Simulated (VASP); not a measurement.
Run report: WSi2, geometry relaxation (part 2 of 2)

Continued. System: WSi2 (I4/mmm, 3 atoms in the cell). Method: Kohn-Sham DFT of a periodic cell, PBE, VASP PAW PBE potentials, recommended, no spin polarisation (VASP 6.6.1); cutoff 520 eV, 18×18×18 k-mesh, Gaussian smearing of 0.1 eV. The structure derives from an entry of the Crystallography Open Database.

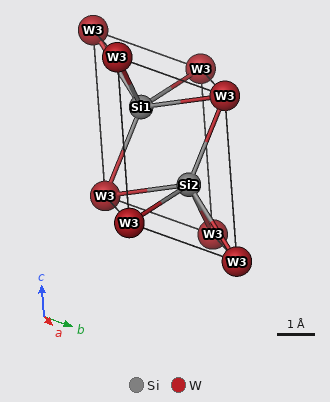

Fig. 1: The geometry at step 1 of the log (ball-and-stick view of the reduced cell, seen slightly off an axis; atoms are numbered from 1 in the order of the input).

Parts of OUTCAR, continued
```
 Free energy of the ion-electron system (eV)
  ---------------------------------------------------
  ext. energy  EPLUGINS =         0.00000000
  ---------------------------------------------------
  free energy    TOTEN  =       -24.80931855 eV

  energy without entropy =      -24.80844205  energy(sigma->0) =      -24.80888030

------------------------ aborting loop because EDIFF is reached ----------------------------------------

  FORCE on cell =-STRESS in cart. coord.  units (eV):
  Direction    XX          YY          ZZ          XY          YZ          ZX
  --------------------------------------------------------------------------------------
  -------------------------------------------------------------------------------------
  Total        0.8210700      0.8210700      0.9149470      0.0000000      0.0000000     -0.0000000
  in kB       32.5332068     32.5332068     36.2528870      0.0000000      0.0000000     -0.0000000
  external PRESSURE =      33.7731002 kB  Pullay stress =       0.0000000 kB

 VOLUME and BASIS-vectors are now :
 -----------------------------------------------------------------------------
  energy-cutoff  :      520.00
  volume of cell :       40.44
      direct lattice vectors                 reciprocal lattice vectors
    -1.606900000  1.606900000  3.914950000     0.000000000  0.311158131  0.127715552
     1.606900000 -1.606900000  3.914950000     0.311158131  0.000000000  0.127715552
     1.606900000  1.606900000 -3.914950000     0.311158131  0.311158131  0.000000000

 POSITION                                       TOTAL-FORCE (eV/Angst)
 -----------------------------------------------------------------------------------
      0.00000      0.00000      2.62067         0.000000      0.000000     -0.062602
      0.00000      0.00000      5.20923        -0.000000     -0.000000      0.062602
      0.00000      0.00000      0.00000         0.000000      0.000000      0.000000
 -----------------------------------------------------------------------------------
    total drift:                               -0.000000     -0.000000      0.000000

  FREE ENERGIE OF THE ION-ELECTRON SYSTEM (eV)
  ---------------------------------------------------
  free  energy   TOTEN  =       -24.8093185478 eV

  energy  without entropy=      -24.8084420477  energy(sigma->0) =      -24.80888030

--------------------------------------- Ionic step        2  -------------------------------------------

 number of electron      22.0000001 magnetization

------------------------ aborting loop because EDIFF is reached ----------------------------------------

  FORCE on cell =-STRESS in cart. coord.  units (eV):
  Direction    XX          YY          ZZ          XY          YZ          ZX
  --------------------------------------------------------------------------------------
  -------------------------------------------------------------------------------------
  Total       -1.3382514     -1.3382514     -1.6925596      0.0000000      0.0000000     -0.0000000
  in kB      -50.9035062    -50.9035062    -64.3804436      0.0000000      0.0000000     -0.0000000
  external PRESSURE =     -55.3958187 kB  Pullay stress =       0.0000000 kB

 VOLUME and BASIS-vectors are now :
 -----------------------------------------------------------------------------
  energy-cutoff  :      520.00
  volume of cell :       42.12
      direct lattice vectors                 reciprocal lattice vectors
    -1.628116757  1.628116757  3.972551274     0.000000000  0.307103282  0.125863700
     1.628116757 -1.628116757  3.972551274     0.307103282  0.000000000  0.125863700
     1.628116757  1.628116757 -3.972551274     0.307103282  0.307103282  0.000000000

 POSITION                                       TOTAL-FORCE (eV/Angst)
 -----------------------------------------------------------------------------------
      0.00000      0.00000      2.65616         0.000000      0.000000      0.102692
      1.62812      1.62812      1.31639         0.000000      0.000000     -0.102692
      0.00000      0.00000      0.00000        -0.000000     -0.000000     -0.000000
 -----------------------------------------------------------------------------------
    total drift:                               -0.000000      0.000000     -0.000000

  FREE ENERGIE OF THE ION-ELECTRON SYSTEM (eV)
  ---------------------------------------------------
  free  energy   TOTEN  =       -24.7958088395 eV

  energy  without entropy=      -24.7947979397  energy(sigma->0) =      -24.79530339

--------------------------------------- Ionic step        3  -------------------------------------------

 number of electron      22.0000000 magnetization

 Free energy of the ion-electron system (eV)
  ---------------------------------------------------
  ext. energy  EPLUGINS =         0.00000000
  ---------------------------------------------------
  free energy    TOTEN  =       -24.81553400 eV

  energy without entropy =      -24.81462449  energy(sigma->0) =      -24.81507924

 E-fermi :  11.7533     XC(G=0): -12.4590     alpha+bet :-18.7310

 val. band max:       11.7329444093   @ k =  -0.3889   0.5000   0.3333
 cond. band min:      11.7904485272   @ k =  -0.3889  -0.4444   0.3889
 fundamental gap:      0.0575041180
 Fermi energy:        11.7533496385

 k-point     1 :       0.0000    0.0000    0.0000
  band No.  band energies     occupation
      1     -62.1337      2.00000
      2     -26.3806      2.00000
      3     -26.3665      2.00000
      4     -26.3665      2.00000
      5      -2.2057      2.00000
      6       4.9941      2.00000
      7       7.9851      2.00000
      8       8.5036      2.00000
      9       8.9495      2.00000
     10       8.9495      2.00000
     11      12.3579      0.00000
     12      14.4008      0.00000
     13      14.7327      0.00000
     14      14.7881      0.00000
     15      14.7881      0.00000

 k-point     2 :       0.0556   -0.0000    0.0000
  band No.  band energies     occupation
      1     -62.1335      2.00000
      2     -26.3801      2.00000
      3     -26.3728      2.00000
      4     -26.3659      2.00000
      5      -2.1474      2.00000
      6       4.9973      2.00000
      7       7.8070      2.00000
      8       8.5053      2.00000
      9       8.9888      2.00000
     10       9.0215      2.00000
     11      12.1096      0.00000
     12      14.2395      0.00000
     13      14.5503      0.00000
     14      14.9071      0.00000
     15      15.0727      0.00000

 k-point     3 :       0.1111   -0.0000    0.0000
  band No.  band energies     occupation
      1     -62.1329      2.00000
      2     -26.3908      2.00000
      3     -26.3788      2.00000
      4     -26.3643      2.00000
      5      -1.9738      2.00000
      6       4.9972      2.00000
      7       7.4036      2.00000
      8       8.4841      2.00000
      9       9.1044      2.00000
     10       9.1522      2.00000
     11      11.5869      1.98144
     12      13.7794      0.00000
     13      14.1804      0.00000
     14      15.3621      0.00000
     15      15.6553      0.00000

 k-point     4 :       0.1667    0.0000    0.0000
  band No.  band energies     occupation
      1     -62.1320      2.00000
      2     -26.4183      2.00000
      3     -26.3767      2.00000
      4     -26.3618      2.00000
      5      -1.6887      2.00000
      6       4.9597      2.00000
      7       6.9424      2.00000
      8       8.3836      2.00000
      9       9.2623      2.00000
     10       9.2856      2.00000
     11      11.0324      2.00000
     12      13.2768      0.00000
     13      13.9360      0.00000
     14      15.9033      0.00000
     15      16.1004      0.00000

 k-point     5 :       0.2222    0.0000   -0.0000
  band No.  band energies     occupation
      1     -62.1308      2.00000
      2     -26.4519      2.00000
      3     -26.3742      2.00000
      4     -26.3587      2.00000
      5      -1.2981      2.00000
      6       4.8150      2.00000
      7       6.5495      2.00000
      8       8.1450      2.00000
      9       9.3247      2.00000
     10       9.4953      2.00000
     11      10.5665      2.00000
     12      13.0054      0.00000
     13      13.8500      0.00000
     14      16.1475      0.00000
     15      16.2244      0.00000

 [... the levels of 18 k-points are left out ...]

 k-point    24 :      -0.2222    0.0556    0.0000
  band No.  band energies     occupation
      1     -62.1306      2.00000
      2     -26.4512      2.00000
      3     -26.3730      2.00000
      4     -26.3648      2.00000
      5      -1.3092      2.00000
      6       5.0880      2.00000
      7       6.4371      2.00000
      8       8.1828      2.00000
      9       8.9259      2.00000
     10       9.6407      2.00000
     11      10.3581      2.00000
     12      13.3091      0.00000
     13      13.9338      0.00000
     14      16.0967      0.00000
     15      16.2035      0.00000

 [... further k-points ...]

------------------------ aborting loop because EDIFF is reached ----------------------------------------

  FORCE on cell =-STRESS in cart. coord.  units (eV):
  Direction    XX          YY          ZZ          XY          YZ          ZX
  --------------------------------------------------------------------------------------
  -------------------------------------------------------------------------------------
  Total        0.0228849      0.0228849     -0.0527333      0.0000000      0.0000000     -0.0000000
  in kB        0.8936022      0.8936022     -2.0591113      0.0000000      0.0000000     -0.0000000
  external PRESSURE =      -0.0906356 kB  Pullay stress =       0.0000000 kB

 VOLUME and BASIS-vectors are now :
 -----------------------------------------------------------------------------
  energy-cutoff  :      520.00
  volume of cell :       41.03
      direct lattice vectors                 reciprocal lattice vectors
    -1.614464955  1.614464955  3.935488062     0.000000000  0.309700126  0.127049045
     1.614464955 -1.614464955  3.935488062     0.309700126  0.000000000  0.127049045
     1.614464955  1.614464955 -3.935488062     0.309700126  0.309700126  0.000000000

 POSITION                                       TOTAL-FORCE (eV/Angst)
 -----------------------------------------------------------------------------------
      0.00000      0.00000      2.63330         0.000000      0.000000     -0.000067
      0.00000      0.00000      5.23767         0.000000      0.000000      0.000067
      0.00000      0.00000      0.00000        -0.000000     -0.000000     -0.000000
 -----------------------------------------------------------------------------------
    total drift:                               -0.000000     -0.000000      0.000000

  FREE ENERGIE OF THE ION-ELECTRON SYSTEM (eV)
  ---------------------------------------------------
  free  energy   TOTEN  =       -24.8155339966 eV

  energy  without entropy=      -24.8146244906  energy(sigma->0) =      -24.81507924

 reached required accuracy - stopping structural energy minimisation
```

CONTCAR
```
Si2W
   1.00000000000000
    -1.6144649551642640    1.6144649551642640    3.9354880615480377
     1.6144649551642640   -1.6144649551642640    3.9354880615480377
     1.6144649551642640    1.6144649551642640   -3.9354880615480377
  Si              W
     2     1
Direct
     0.3345588731587887    0.3345588731587887    0.0000000000000000
     0.6654411268412113    0.6654411268412113    0.0000000000000000
     0.0000000000000000    0.0000000000000000    0.0000000000000000

  0.00000000E+00  0.00000000E+00  0.00000000E+00
  0.00000000E+00  0.00000000E+00  0.00000000E+00
  0.00000000E+00  0.00000000E+00  0.00000000E+00
```

Trajectory as extended XYZ (Å, eV, eV/Å), 3 frames, from step=0 to step=2
```
3
Lattice="-1.6069 1.6069 3.9150 1.6069 -1.6069 3.9150 1.6069 1.6069 -3.9150" Properties=species:S:1:pos:R:3:forces:R:3 step=0 energy=-24.80932
Si    0.0000    0.0000    2.6207    0.0000   0.0000  -0.0626
Si    0.0000    0.0000    5.2092    0.0000   0.0000   0.0626
W     0.0000    0.0000    0.0000    0.0000   0.0000   0.0000
3
Lattice="-1.6281 1.6281 3.9726 1.6281 -1.6281 3.9726 1.6281 1.6281 -3.9726" Properties=species:S:1:pos:R:3:forces:R:3 step=1 energy=-24.79581
Si    0.0000    0.0000    2.6562    0.0000   0.0000   0.1027
Si    1.6281    1.6281    1.3164    0.0000   0.0000  -0.1027
W     0.0000    0.0000    0.0000    0.0000   0.0000   0.0000
3
Lattice="-1.6145 1.6145 3.9355 1.6145 -1.6145 3.9355 1.6145 1.6145 -3.9355" Properties=species:S:1:pos:R:3:forces:R:3 step=2 energy=-24.81553
Si    0.0000    0.0000    2.6333    0.0000   0.0000  -0.0001
Si    0.0000    0.0000    5.2377    0.0000   0.0000   0.0001
W     0.0000    0.0000    0.0000    0.0000   0.0000   0.0000
```

The run was set up as follows.

INCAR
```
PREC     = Accurate       # precision mode
ENCUT    = 520            # plane-wave cutoff, eV
EDIFF    = 1E-7           # SCF threshold, eV
ISMEAR   = 0              # smearing method
SIGMA    = 0.1            # smearing width, eV
LREAL    = False          # projectors in reciprocal space
LASPH    = True           # aspherical terms in the spheres
NELM     = 100            # most SCF steps
ALGO     = Normal         # electronic algorithm
ISIF     = 3              # what is computed and relaxed
LWAVE    = False          # write WAVECAR
LCHARG   = False          # write CHGCAR
GGA      = PE             # functional
IBRION   = 2              # ionic algorithm
NSW      = 80             # ionic steps
EDIFFG   = -0.15          # ionic threshold
```

KPOINTS
```
Automatic mesh
0
Gamma
  18 18 18
```

POSCAR
```
Si2W
1.0
   -1.6069000000      1.6069000000      3.9149500000
    1.6069000000     -1.6069000000      3.9149500000
    1.6069000000      1.6069000000     -3.9149500000
Si W
2 1
Direct
    0.3347000000      0.3347000000      0.0000000000
    0.6653000000      0.6653000000      0.0000000000
    0.0000000000      0.0000000000      0.0000000000
```

Run as:
```bash
cat potpaw_PBE.64/Si/POTCAR potpaw_PBE.64/W_sv/POTCAR > POTCAR
mpirun -np 1 vasp_std > vasp.out
```

Summary

```tsv
quantity	value
outcome	converged
space group (tolerance 0.01 Å)	I4/mmm (139)
electrons treated	22
free energy	−24.8155 eV
Fermi energy	11.753 eV
gap on the k-point mesh	none (metallic)
pressure	−0.01 GPa
final volume	41.03 Å³
largest force (length of the vector) at the end	under 0.001 eV/Å
final cell	a = 4.550 Å, b = 4.550 Å, c = 4.550 Å, α = 138.43°, β = 138.43°, γ = 60.24°
hardware	1 thread of Intel Xeon (Emerald Rapids), 360 GiB of memory available, shared host
wall time	9.9 min
peak memory	0.45 GiB
```

Spin–orbit coupling is left out, which matters for W.
